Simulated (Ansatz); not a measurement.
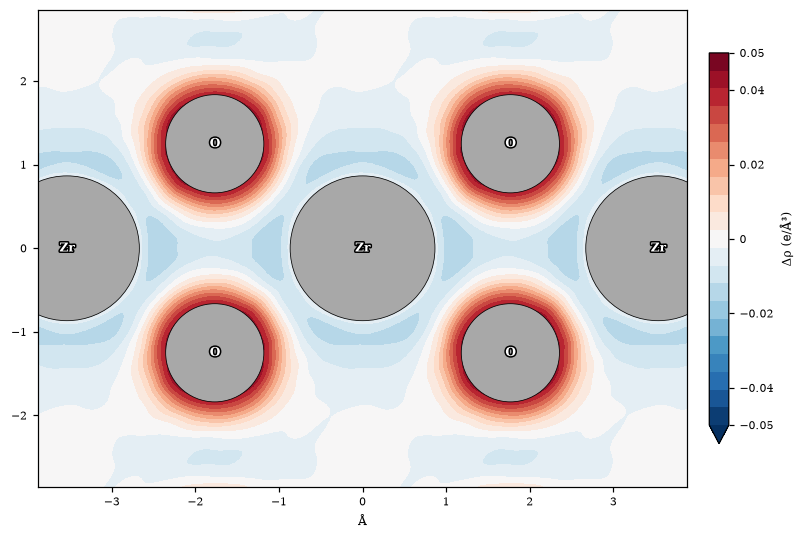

ZrO$_{2}$. Difference of the valence pseudo-densities of two functionals at the same geometry, on the (011̄) plane of the calculation cell: r2SCAN less LDA.

Both computed with Ansatz (plane waves, PAW), on the same k-point mesh. Grey discs cover the atomic cores.

What does the difference map show?

Against LDA, r2SCAN gives less density around Zr (−0.011 e/Å³ on average at 1.2 Å from the nucleus), more density around O (+0.024 e/Å³ on average at 0.7 Å from the nucleus) and a change of −0.010 e/Å³ at the midpoint of Zr–O.
